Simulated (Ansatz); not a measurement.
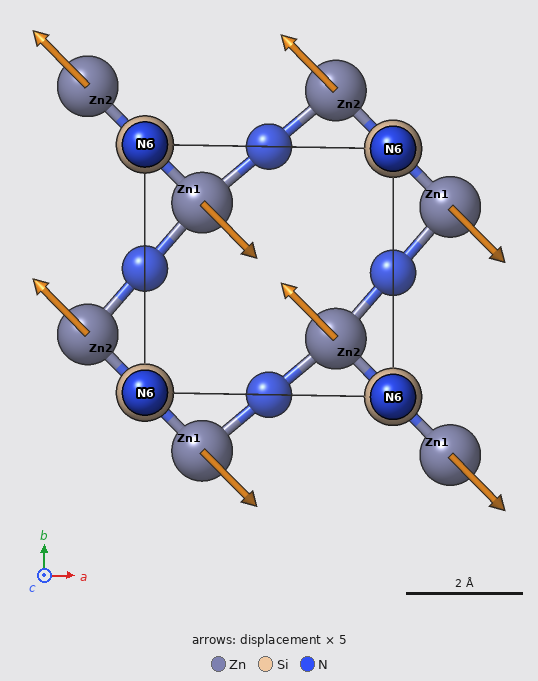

A relaxation of solid Zn2SiN3 (a generated structure, set up in Cmmm) (coarse preliminary run). The starting structure is drawn; orange arrows show the displacements (the part carried along by the change of the cell is left out), 5 times their true length.

The picture is a ball-and-stick view of the cell of the calculation, seen along the c axis.

The calculation used Ansatz 0.2.0, DFT PBE, scalar-relativistic, plane waves, PAW. (plane-wave cutoff 420 eV; k-point mesh 4 × 4 × 4; occupations gaussian; smearing width 0.1 eV; no spin polarisation; cell and atoms relaxed; force threshold 0.04 eV/Å; at most 70 steps)

> Which element moves most?

Zinc: up to 0.27 Å, against 0.00 Å for silicon.

> What happened in the run?

The largest moves relative to the cell, 0.27 Å, are those of Zn atoms. Si and N stay in place. Cell: a = b 4.304 → 7.035 Å (+63.5 %), c 4.148 → 3.267 Å (−21.2 %), γ 91.0° → 120.1°. Volume +82.2 %. Near-neighbour distances that change, for instance: N–Zn 1.415 → 3.084 Å, N–Si 2.074 → 1.634 Å, N–Zn 1.513 → 1.757 Å. Bonds break, among them: N–Zn (1.41 → 3.08 Å). Bond angles that change, for instance: N–Zn–N 170.9° → 177.6°. The space group stays Cmmm (No. 65). After 31 accepted moves (37 points after the start) the energy has fallen by 3193 meV per atom. Largest force component: 24 eV/Å at the start, 0.0074 eV/Å at the end. Pressure: 121.25 GPa at the start and 0.07 GPa at the end. The line search rejected the trial step at point 11 of the run. At 5 points the geometry stayed and the basis and grid were re-selected for the new cell (energy shift of 59.9 meV per atom at most each time).

Limits of the set-up: the k-point mesh is coarse for a cell with partly filled bands; layers or molecules are held without a dispersion correction, so their spacing is unreliable.
